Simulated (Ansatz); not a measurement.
The compound is Te₂Mo (space group P6_3/mmc, No. 194), taken as coordinates from a relaxation with Ansatz 0.2.0, DFT PBEsol, scalar-relativistic, plane waves, PAW.

```
Te Mo
1.0
     3.49418    0.00000    0.00000
    -1.74709    3.02605    0.00000
     0.00000    0.00000   14.00563
Te Mo
4 2
Direct
  0.33333 0.66667 0.62112
  0.66667 0.33333 0.12112
  0.66667 0.33333 0.37888
  0.33333 0.66667 0.87888
  0.33333 0.66667 0.25000
  0.66667 0.33333 0.75000
```

Describe how the polyhedra about Mo are linked (bonds: Mo–Te below 3 Å).

Mo: MoTe6 trigonal prism, sharing edges with six neighbours.

They form layers of edge-sharing trigonal prisms parallel to (001).

Centre to centre across a shared edge: 3.49 Å.

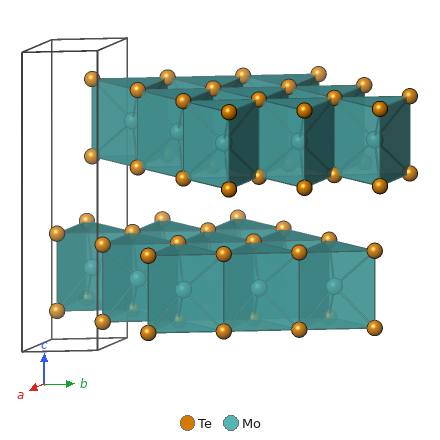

Polyhedra are drawn about Mo (bonds: Mo–Te below 3 Å); other atoms are plain spheres.
